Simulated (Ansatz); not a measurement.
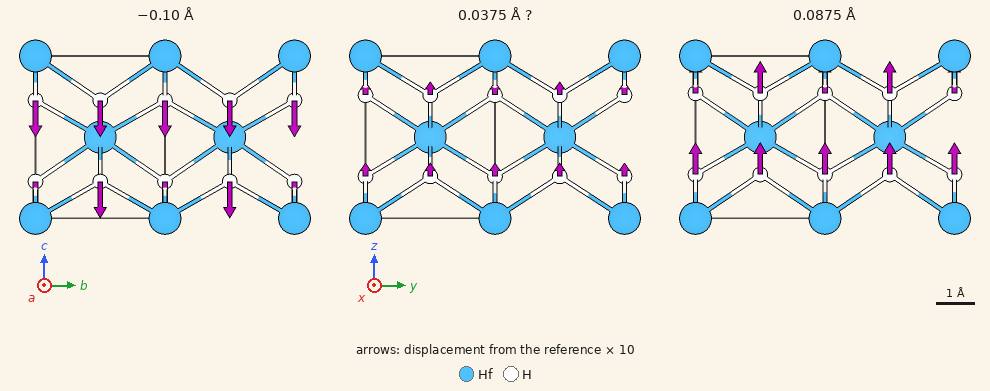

A scan of solid HfH2 (I4/mmm): the whole H sublattice is shifted rigidly, along Cartesian [0 0 1], all else fixed. A ball-and-stick model of the conventional cell (2 times the calculation's cell), repeated 3 × 2 × 1 with one cell outlined, seen along the a axis. Purple arrows: displacements from the reference. Lengths and directions refer to the drawn axes.

Level of theory: DFT PBEsol, scalar-relativistic, plane waves, PAW (Ansatz 0.2.0). (plane-wave cutoff 420 eV; k-point mesh 20 × 20 × 20; occupations gaussian; smearing width 0.15 eV; no spin polarisation). Energies (free energies at the smearing named) are counted from the cell as listed in its source, which wasn't relaxed.

| displacement (Å) | ΔE (meV/cell) |
| --- | --- |
| −0.1000 | 45.2 |
| −0.0500 | 11.3 |
| 0.0000 | 0.0 |
| 0.0125 | 0.7 |
| 0.0250 | 2.8 |
| 0.0375 | ? |
| 0.0625 | 17.7 |
| 0.0750 | 25.5 |
| 0.0875 | 34.6 |

**Fill in the missing row.**

A straight line between the two neighbours gives 7.8 meV/cell. A cubic through the four nearest rows (0.0125, 0.0250, 0.0625, 0.0750) gives, with Lagrange weights, (−0.3000)(0.7) + (1.0000)(2.8) + (0.5000)(17.7) + (−0.2000)(25.5) = 6.3 meV/cell. The calculation gives 6.4 meV/cell, so the cubic is 0.1 meV/cell too low and the straight line 1.4 meV/cell too high, as the curve bends upwards here.

The whole profile:

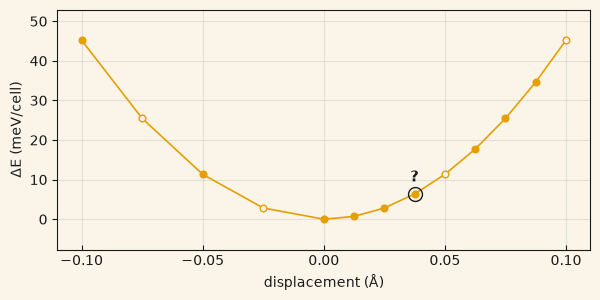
